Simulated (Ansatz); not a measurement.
## TiO$_{2}$: geometry relaxation (part 1 of 3)

- system: TiO$_{2}$ (slab, 24 atoms in the cell)
- method: DFT PBE+D3(BJ), scalar-relativistic, plane waves, PAW, no spin polarisation (Ansatz 0.2.0)

The structure derives from an entry of the Crystallography Open Database. The input holds or restrains some coordinates. Forces given for the steps count only the free coordinates. It belongs to a series of runs on one base structure; here: clean slab, lower planes held. Figures and captions count atoms from 1; the log counts them from 0 in places.

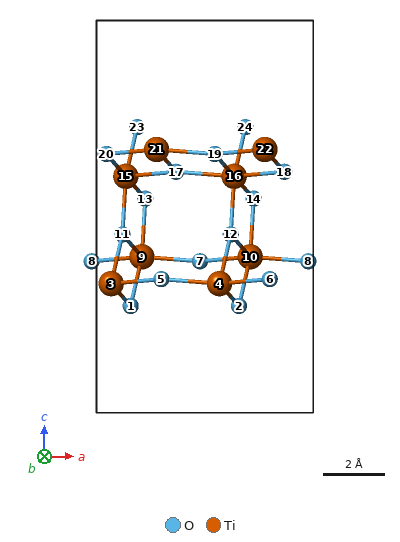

*The input geometry (ball-and-stick view of the cell of the calculation, with the vacuum cut short, along the b axis; atoms are numbered from 1 in the order of the input). An atom can appear more than once, as a periodic image.*

### Input file
```yaml
crystal:
  lattice:
    - [7.5747420722, 0.0, 0.0]
    - [-1.8936855181, 5.1466543507, 0.0]
    - [0.0, 0.0, 21.8678571371]
  atoms:
    - { symbol: O, position: [0.1576574043, 0.6306296174, 0.3658337417] }
    - { symbol: O, position: [0.6576574043, 0.6306296174, 0.3658337417] }
    - { symbol: Ti, position: [0.067691746, 0.270766984, 0.3993477693] }
    - { symbol: Ti, position: [0.567691746, 0.270766984, 0.3993477693] }
    - { symbol: O, position: [0.2995803408, 0.1983213634, 0.406094634] }
    - { symbol: O, position: [0.7995803408, 0.1983213634, 0.406094634] }
    - { symbol: O, position: [0.4777260876, 0.9109043506, 0.4328617968] }
    - { symbol: O, position: [0.9777260876, 0.9109043506, 0.4328617968] }
    - { symbol: Ti, position: [0.2096146825, 0.83845873, 0.4396086616] }
    - { symbol: Ti, position: [0.7096146825, 0.83845873, 0.4396086616] }
    - { symbol: O, position: [0.1196490241, 0.4785960966, 0.4731226891] }
    - { symbol: O, position: [0.6196490241, 0.4785960966, 0.4731226891] }
    - { symbol: O, position: [0.2253491503, 0.9013966014, 0.5268773109] }
    - { symbol: O, position: [0.7253491503, 0.9013966014, 0.5268773109] }
    - { symbol: Ti, position: [0.135383492, 0.541533968, 0.5603913384] }
    - { symbol: Ti, position: [0.635383492, 0.541533968, 0.5603913384] }
    - { symbol: O, position: [0.3672720868, 0.4690883474, 0.5671382032] }
    - { symbol: O, position: [0.8672720868, 0.4690883474, 0.5671382032] }
    - { symbol: O, position: [0.5454178336, 0.1816713346, 0.593905366] }
    - { symbol: O, position: [0.0454178336, 0.1816713346, 0.593905366] }
    - { symbol: Ti, position: [0.2773064285, 0.109225714, 0.6006522307] }
    - { symbol: Ti, position: [0.7773064285, 0.109225714, 0.6006522307] }
    - { symbol: O, position: [0.1873407701, 0.7493630806, 0.6341662583] }
    - { symbol: O, position: [0.6873407701, 0.7493630806, 0.6341662583] }
basis:
  ecutwfc: 420
kpoints:
  mp_grid: { grid: [2, 3, 1] }
hamiltonian:
  xc: pbe
  dispersion: d3bj
scf:
  occupations: { method: gaussian, width: 0.05 }
output:
  forces: true
  eigenvalues: true
  write_density: true
  write_potential: true
  elf: true
  volumetric_format: npy
relax:
  adjacent_minimum: "off"
  f_tol: 0.03
  max_steps: 70
  constraints: [{ sites: [0, 1, 2, 3, 4, 5, 6, 7, 8, 9, 10, 11] }]
efield:
  axis: 3
  dipole_correction: true
  ramp_width: 0.04
```

Run on 8 threads of Intel Xeon @ 2.50GHz (Skylake/Cascade Lake), 192 GiB of memory available, shared host.

Launched with:
```bash
ansatz run input.yaml --threads 8 --pin off --max-ram 20480MiB --backend cpu --events-out ev --progress --plain --runs-dir out
```

### Output
```
Engine: ansatz 0.2.0, x86_64-unknown-linux-gnu
Pseudopotentials: kind: paw
Pseudopotential: O, paw, valence charge 6, recommended cutoff 420 eV (normal), O.paw.azcp
Pseudopotential: Ti, paw, valence charge 12, recommended cutoff 420 eV (normal), Ti.paw.azcp
Functional definition: PBE
  parameter kappa = 0.804
  parameter beta = 0.06672455060314922
  exchange = pbe_x(kappa = kappa, mu = beta*pi^2/3)
  correlation = pbe_c(beta = beta)
Crystal: 24 atoms, lattice volume = 852.509 Å³
Basis set: ecut = 420 eV, 16637 PW (Γ), exchange–correlation on 108×80×300 points (8 copies of the dense FFT grid, shifted against one another)
Bands: 120, of which v1, the nominal top of the filled ones, is band 96 counted from 1 (95 counted from 0)
Symmetry: 2 space group operations
k-points: 4 of 6 (time reversal used)
Non-local potential: O, projectors of the file, l = 0: 2, l = 1: 2, l = 2: 1
Non-local potential: Ti, projectors of the file, l = 0: 3, l = 1: 2, l = 2: 3, l = 3: 1
PAW form: soft (Blöchl's): semilocal exchange-correlation on the pseudo side does not see the compensation charge
PAW one-centre angular grid: O, 110 points (default); XC on 64 Gauss nodes
PAW one-centre angular grid: Ti, 590 points (default); XC on 64 Gauss nodes
Initial density: superposition of atomic densities (neutral atoms: chi_scale 0, normalization atom), corrected by the library's trained network
Initial wavefunctions: pseudopotential atomic-orbital guess
Functional: x = pbe(κ = 0.804, μ = 0.2195149727645171), c = pbe(β = 0.06672455060314922)
SCF iter   1: F=—  HF=-29108.112068 eV  |F-HF|=—  |Δ(HF+E_count)|=         —  Δρ=3.28e-3  dr2=8.53e-2  ethr=1.77e-3  p=0.000 e·Å  D=1.08e-13 V/Å  ΔV_dip=-0.00 eV  dr2_dipole=1.98e-8  V_vac-E_F(+/−)=5.71/5.71 eV  ⟨swp⟩=6.2  Hψ=1891  notcnv=0
efield: sawtooth ramp at fractional position 0.9800 (placed from the atoms, in the widest stretch of the axis that holds none; the zero of the levels goes with the place), width 0.0400; the density the first Hamiltonian is built on has a dipole p = 0.000 e·Å; the dipole correction subtracts the counter field D = 1.08e-13 V/Å, which shifts the + side's vacuum level by -0.00 eV against the − side's; the planar-averaged density in the ramp window peaks in size at 8.1e-6 e/Å³
preconditioner: auto → Resta (q_TF=auto, 2.128 Å⁻¹)  ε∞=3.4  [insulator: Δε(μ)=1.884 eV  Ē_g=9.202 eV  σ=0.050 eV  W_gap=1.00  n_scr=146 (ndim 8)  ℏωp=14.4 eV  f_vac=0.643  D(μ)=0.00/eV (n_scr^D=0)  ε∞_Penn≈3.4  vacuum switching on, ρ_ref=6.1e-3 e/Å³]
SCF iter   2: F=—  HF=-29108.125445 eV  |F-HF|=—  |Δ(HF+E_count)|=   1.34e-2  Δρ=2.55e-3  dr2=5.27e-2  ethr=4.44e-5  p=-0.000 e·Å  D=-1.22e-5 V/Å  ΔV_dip=0.00 eV  dr2_dipole=9.03e-9  V_vac-E_F(+/−)=5.72/5.72 eV  ⟨swp⟩=2.0  Hψ=834  notcnv=0  defer=66
SCF iter   3: F=—  HF=-29108.119582 eV  |F-HF|=—  |Δ(HF+E_count)|=   5.86e-3  Δρ=1.03e-3  dr2=4.34e-3  ethr=2.75e-5  p=-0.000 e·Å  D=-6.75e-6 V/Å  ΔV_dip=0.00 eV  dr2_dipole=3.98e-9  V_vac-E_F(+/−)=5.72/5.72 eV  ⟨swp⟩=2.0  Hψ=636  notcnv=0  defer=66
SCF iter   4: F=—  HF=-29108.123380 eV  |F-HF|=—  |Δ(HF+E_count)|=   3.80e-3  Δρ=6.73e-4  dr2=4.12e-3  ethr=2.26e-6  p=0.000 e·Å  D=7.14e-6 V/Å  ΔV_dip=-0.00 eV  dr2_dipole=3.77e-9  V_vac-E_F(+/−)=5.73/5.73 eV  ⟨swp⟩=2.0  Hψ=702  notcnv=0  defer=50
SCF iter   5: F=—  HF=-29108.123070 eV  |F-HF|=—  |Δ(HF+E_count)|=   3.10e-4  Δρ=1.16e-4  dr2=8.32e-5  ethr=2.14e-6  p=0.000 e·Å  D=4.29e-6 V/Å  ΔV_dip=-0.00 eV  dr2_dipole=1.17e-9  V_vac-E_F(+/−)=5.73/5.73 eV  ⟨swp⟩=2.0  Hψ=624  notcnv=0  defer=47
SCF iter   6: F=—  HF=-29108.123121 eV  |F-HF|=—  |Δ(HF+E_count)|=   5.11e-5  Δρ=6.88e-5  dr2=2.66e-5  ethr=1.17e-8  p=0.000 e·Å  D=1.31e-6 V/Å  ΔV_dip=-0.00 eV  dr2_dipole=6.60e-11  V_vac-E_F(+/−)=5.73/5.73 eV  ⟨swp⟩=20.0  Hψ=5049  notcnv=0
SCF iter   7: F=-29108.123141 eV  HF=-29108.123148 eV  |F-HF|=6.26e-6  |Δ(HF+E_count)|=   2.71e-5  Δρ=3.74e-5  dr2=1.16e-5  ethr=1.17e-8  p=-0.000 e·Å  D=-1.08e-6 V/Å  ΔV_dip=0.00 eV  dr2_dipole=2.18e-10  V_vac-E_F(+/−)=5.73/5.73 eV  ⟨swp⟩=13.2  Hψ=4414  notcnv=0
SCF 1 converged in 7 iterations: F = -29108.123141 eV  dr2 = 1.16e-5
  greatest PAW one-centre occupation: 0.999 electrons in one spin orbital (limit 2), on the Ti atom at site 15 (counted from 0), in its partial waves of l = 0
relax step   1: F+E_penalty+E_count = -29108.12314143 eV  Δ(F+E_penalty+E_count) = +0.000e0 eV  max|allowed force component| = 3.839e0 eV/Å  Δτ_max = 0.0000 Å  (7 SCF iters, dr2 threshold 2.25e-5 eV, accepted)
Initial density: handed on by an earlier stage of this run
Initial wavefunctions: those handed on with the density
iter 1 solved again at ethr=3.65e-4 eV; its pass at ethr=3.10e-3 eV (dr2=7.01e-1 eV) is discarded
SCF iter   1: F=—  HF=-29109.431532 eV  |F-HF|=—  |Δ(HF+E_count)|=         —  Δρ=7.59e-3  dr2=7.03e-1  ethr=3.65e-4  p=-0.000 e·Å  D=-1.12e-7 V/Å  ΔV_dip=0.00 eV  dr2_dipole=5.93e-3  V_vac-E_F(+/−)=5.72/5.72 eV  ⟨swp⟩=1.2  Hψ=1576  notcnv=0  defer=57
efield: sawtooth ramp at fractional position 0.9800 (handed on by an earlier solve), width 0.0400; the density the first Hamiltonian is built on has a dipole p = -0.000 e·Å; the dipole correction subtracts the counter field D = -1.12e-7 V/Å, which shifts the + side's vacuum level by +0.00 eV against the − side's; the planar-averaged density in the ramp window peaks in size at 7.6e-6 e/Å³
preconditioner: auto → Resta (q_TF=auto, 2.128 Å⁻¹)  ε∞=3.4  [insulator: Δε(μ)=1.995 eV  Ē_g=9.295 eV  σ=0.050 eV  W_gap=1.00  n_scr=146 (ndim 8)  ℏωp=14.4 eV  f_vac=0.644  D(μ)=0.00/eV (n_scr^D=0)  ε∞_Penn≈3.4  vacuum switching on, ρ_ref=6.3e-3 e/Å³]
SCF iter   2: F=—  HF=-29109.292480 eV  |F-HF|=—  |Δ(HF+E_count)|=   1.39e-1  Δρ=4.40e-3  dr2=1.77e-1  ethr=3.65e-4  p=-0.035 e·Å  D=-7.37e-3 V/Å  ΔV_dip=0.16 eV  dr2_dipole=1.77e-4  V_vac-E_F(+/−)=5.87/5.71 eV  ⟨swp⟩=5.0  Hψ=909  notcnv=0  defer=59
SCF iter   3: F=—  HF=-29109.265071 eV  |F-HF|=—  |Δ(HF+E_count)|=   2.74e-2  Δρ=2.42e-3  dr2=7.12e-2  ethr=9.24e-5  p=-0.028 e·Å  D=-5.97e-3 V/Å  ΔV_dip=0.13 eV  dr2_dipole=9.40e-4  V_vac-E_F(+/−)=5.85/5.72 eV  ⟨swp⟩=3.5  Hψ=781  notcnv=0  defer=70
SCF iter   4: F=—  HF=-29109.255182 eV  |F-HF|=—  |Δ(HF+E_count)|=   9.89e-3  Δρ=9.60e-4  dr2=8.22e-3  ethr=3.71e-5  p=-0.043 e·Å  D=-9.08e-3 V/Å  ΔV_dip=0.20 eV  dr2_dipole=2.81e-5  V_vac-E_F(+/−)=5.92/5.72 eV  ⟨swp⟩=2.2  Hψ=706  notcnv=0  defer=68
SCF iter   5: F=—  HF=-29109.254561 eV  |F-HF|=—  |Δ(HF+E_count)|=   6.21e-4  Δρ=5.23e-4  dr2=2.12e-3  ethr=4.28e-6  p=-0.042 e·Å  D=-8.88e-3 V/Å  ΔV_dip=0.19 eV  dr2_dipole=2.97e-5  V_vac-E_F(+/−)=5.91/5.72 eV  ⟨swp⟩=2.0  Hψ=671  notcnv=0  defer=68
SCF iter   6: F=—  HF=-29109.254579 eV  |F-HF|=—  |Δ(HF+E_count)|=   1.86e-5  Δρ=2.82e-4  dr2=7.17e-4  ethr=1.11e-6  p=-0.045 e·Å  D=-9.47e-3 V/Å  ΔV_dip=0.21 eV  dr2_dipole=1.48e-6  V_vac-E_F(+/−)=5.93/5.72 eV  ⟨swp⟩=2.0  Hψ=652  notcnv=0  defer=68
SCF iter   7: F=-29109.254533 eV  HF=-29109.254524 eV  |F-HF|=8.63e-6  |Δ(HF+E_count)|=   5.49e-5  Δρ=7.87e-5  dr2=5.10e-5  ethr=5.21e-8  p=-0.045 e·Å  D=-9.53e-3 V/Å  ΔV_dip=0.21 eV  dr2_dipole=1.56e-6  V_vac-E_F(+/−)=5.93/5.72 eV  ⟨swp⟩=19.2  Hψ=4864  notcnv=0
SCF 2 converged in 7 iterations: F = -29109.254533 eV  dr2 = 5.10e-5
[... from here on the iterations of each SCF are left out, up to the last one ...]
relax step   2: F+E_penalty+E_count = -29109.25453299 eV  Δ(F+E_penalty+E_count) = -1.131e0 eV  max|allowed force component| = 2.070e0 eV/Å  Δτ_max = 0.1277 Å  (7 SCF iters, dr2 threshold 1.00e-4 eV, accepted)
efield: sawtooth ramp at fractional position 0.9800 (handed on by an earlier solve), width 0.0400; the density the first Hamiltonian is built on has a dipole p = -0.045 e·Å; the dipole correction subtracts the counter field D = -9.53e-3 V/Å, which shifts the + side's vacuum level by +0.21 eV against the − side's; the planar-averaged density in the ramp window peaks in size at 5.7e-6 e/Å³
preconditioner: auto → Resta (q_TF=auto, 2.128 Å⁻¹)  ε∞=3.3  [insulator: Δε(μ)=2.076 eV  Ē_g=9.390 eV  σ=0.050 eV  W_gap=1.00  n_scr=146 (ndim 8)  ℏωp=14.4 eV  f_vac=0.643  D(μ)=0.00/eV (n_scr^D=0)  ε∞_Penn≈3.3  vacuum switching on, ρ_ref=6.4e-3 e/Å³]
SCF 3 converged in 7 iterations: F = -29109.614885 eV  dr2 = 5.90e-5
relax step   3: F+E_penalty+E_count = -29109.61488459 eV  Δ(F+E_penalty+E_count) = -3.604e-1 eV  max|allowed force component| = 8.824e-1 eV/Å  Δτ_max = 0.1676 Å  (7 SCF iters, dr2 threshold 1.00e-4 eV, accepted)
efield: sawtooth ramp at fractional position 0.9800 (handed on by an earlier solve), width 0.0400; the density the first Hamiltonian is built on has a dipole p = -0.069 e·Å; the dipole correction subtracts the counter field D = -1.46e-2 V/Å, which shifts the + side's vacuum level by +0.32 eV against the − side's; the planar-averaged density in the ramp window peaks in size at 8.1e-6 e/Å³
preconditioner: auto → Resta (q_TF=auto, 2.128 Å⁻¹)  ε∞=3.4  [insulator: Δε(μ)=2.147 eV  Ē_g=9.375 eV  σ=0.050 eV  W_gap=1.00  n_scr=146 (ndim 8)  ℏωp=14.4 eV  f_vac=0.639  D(μ)=0.00/eV (n_scr^D=0)  ε∞_Penn≈3.4  vacuum switching on, ρ_ref=6.4e-3 e/Å³]
SCF 4 converged in 7 iterations: F = -29109.610295 eV  dr2 = 6.64e-5
relax step   4: F+E_penalty+E_count = -29109.61029544 eV  Δ(F+E_penalty+E_count) = +4.589e-3 eV  max|allowed force component| = 1.150e0 eV/Å  Δτ_max = 0.1157 Å  (7 SCF iters, dr2 threshold 1.00e-4 eV, rejected (line search))
efield: sawtooth ramp at fractional position 0.9800 (handed on by an earlier solve), width 0.0400; the density the first Hamiltonian is built on has a dipole p = 0.076 e·Å; the dipole correction subtracts the counter field D = 1.62e-2 V/Å, which shifts the + side's vacuum level by -0.35 eV against the − side's; the planar-averaged density in the ramp window peaks in size at 6.4e-6 e/Å³
preconditioner: auto → Resta (q_TF=auto, 2.128 Å⁻¹)  ε∞=3.4  [insulator: Δε(μ)=1.903 eV  Ē_g=9.381 eV  σ=0.050 eV  W_gap=1.00  n_scr=146 (ndim 8)  ℏωp=14.4 eV  f_vac=0.643  D(μ)=0.00/eV (n_scr^D=0)  ε∞_Penn≈3.4  vacuum switching on, ρ_ref=6.4e-3 e/Å³]
SCF 5 converged in 11 iterations: F = -29109.721147 eV  dr2 = 6.69e-8
relax step   5: F+E_penalty+E_count = -29109.72114691 eV  Δ(F+E_penalty+E_count) = -1.063e-1 eV  max|allowed force component| = 5.561e-2 eV/Å  Δτ_max = 0.0500 Å  (11 SCF iters, accepted)
SCF iter   1: F=—  HF=-29109.722350 eV  |F-HF|=—  |Δ(HF+E_count)|=         —  Δρ=3.54e-4  dr2=1.39e-3  ethr=8.92e-6  p=-0.036 e·Å  D=-7.60e-3 V/Å  ΔV_dip=0.17 eV  dr2_dipole=7.18e-5  V_vac-E_F(+/−)=5.85/5.69 eV  ⟨swp⟩=2.0  Hψ=810  notcnv=0  defer=21
efield: sawtooth ramp at fractional position 0.9800 (handed on by an earlier solve), width 0.0400; the density the first Hamiltonian is built on has a dipole p = -0.036 e·Å; the dipole correction subtracts the counter field D = -7.60e-3 V/Å, which shifts the + side's vacuum level by +0.17 eV against the − side's; the planar-averaged density in the ramp window peaks in size at 6.6e-6 e/Å³
preconditioner: auto → Resta (q_TF=auto, 2.128 Å⁻¹)  ε∞=3.4  [insulator: Δε(μ)=2.082 eV  Ē_g=9.365 eV  σ=0.050 eV  W_gap=1.00  n_scr=146 (ndim 8)  ℏωp=14.4 eV  f_vac=0.642  D(μ)=0.00/eV (n_scr^D=0)  ε∞_Penn≈3.4  vacuum switching on, ρ_ref=6.4e-3 e/Å³]
SCF iter   2: F=—  HF=-29109.722005 eV  |F-HF|=—  |Δ(HF+E_count)|=   3.45e-4  Δρ=1.88e-4  dr2=3.17e-4  ethr=7.23e-7  p=-0.032 e·Å  D=-6.69e-3 V/Å  ΔV_dip=0.15 eV  dr2_dipole=1.51e-8  V_vac-E_F(+/−)=5.84/5.69 eV  ⟨swp⟩=2.2  Hψ=691  notcnv=0  defer=25
SCF iter   3: F=—  HF=-29109.721936 eV  |F-HF|=—  |Δ(HF+E_count)|=   6.91e-5  Δρ=1.13e-4  dr2=1.42e-4  ethr=1.65e-7  p=-0.031 e·Å  D=-6.66e-3 V/Å  ΔV_dip=0.15 eV  dr2_dipole=3.79e-6  V_vac-E_F(+/−)=5.84/5.69 eV  ⟨swp⟩=2.0  Hψ=701  notcnv=0  defer=25
SCF iter   4: F=—  HF=-29109.721910 eV  |F-HF|=—  |Δ(HF+E_count)|=   2.62e-5  Δρ=4.70e-5  dr2=1.69e-5  ethr=7.39e-8  p=-0.030 e·Å  D=-6.46e-3 V/Å  ΔV_dip=0.14 eV  dr2_dipole=1.13e-7  V_vac-E_F(+/−)=5.83/5.69 eV  ⟨swp⟩=2.0  Hψ=640  notcnv=0  defer=25
SCF iter   5: F=—  HF=-29109.722231 eV  |F-HF|=—  |Δ(HF+E_count)|=   3.21e-4  Δρ=1.95e-5  dr2=2.61e-6  ethr=8.82e-9  p=-0.030 e·Å  D=-6.46e-3 V/Å  ΔV_dip=0.14 eV  dr2_dipole=1.63e-8  V_vac-E_F(+/−)=5.83/5.69 eV  ⟨swp⟩=2.0  Hψ=730  notcnv=0  defer=25
SCF iter   6: F=—  HF=-29109.722231 eV  |F-HF|=—  |Δ(HF+E_count)|=   2.56e-7  Δρ=1.05e-5  dr2=1.05e-6  ethr=1.36e-9  p=-0.030 e·Å  D=-6.45e-3 V/Å  ΔV_dip=0.14 eV  dr2_dipole=1.34e-8  V_vac-E_F(+/−)=5.83/5.69 eV  ⟨swp⟩=2.0  Hψ=617  notcnv=0  defer=25
SCF iter   7: F=—  HF=-29109.722231 eV  |F-HF|=—  |Δ(HF+E_count)|=   7.74e-9  Δρ=4.43e-6  dr2=1.70e-7  ethr=5.48e-10  p=-0.030 e·Å  D=-6.45e-3 V/Å  ΔV_dip=0.14 eV  dr2_dipole=2.42e-10  V_vac-E_F(+/−)=5.83/5.69 eV  ⟨swp⟩=2.0  Hψ=617  notcnv=0  defer=25
SCF iter   8: F=-29109.722231 eV  HF=-29109.722231 eV  |F-HF|=8.63e-9  |Δ(HF+E_count)|=   2.25e-8  Δρ=1.72e-6  dr2=1.99e-8  ethr=5.21e-11  p=-0.030 e·Å  D=-6.45e-3 V/Å  ΔV_dip=0.14 eV  dr2_dipole=1.94e-10  V_vac-E_F(+/−)=5.83/5.69 eV  ⟨swp⟩=14.2  Hψ=3402  notcnv=0
SCF 6 converged in 8 iterations: F = -29109.722231 eV  dr2 = 1.99e-8
relax step   6: F+E_penalty+E_count = -29109.72223120 eV  Δ(F+E_penalty+E_count) = -1.084e-3 eV  max|allowed force component| = 2.922e-2 eV/Å  Δτ_max = 0.0067 Å  (8 SCF iters, accepted)
```
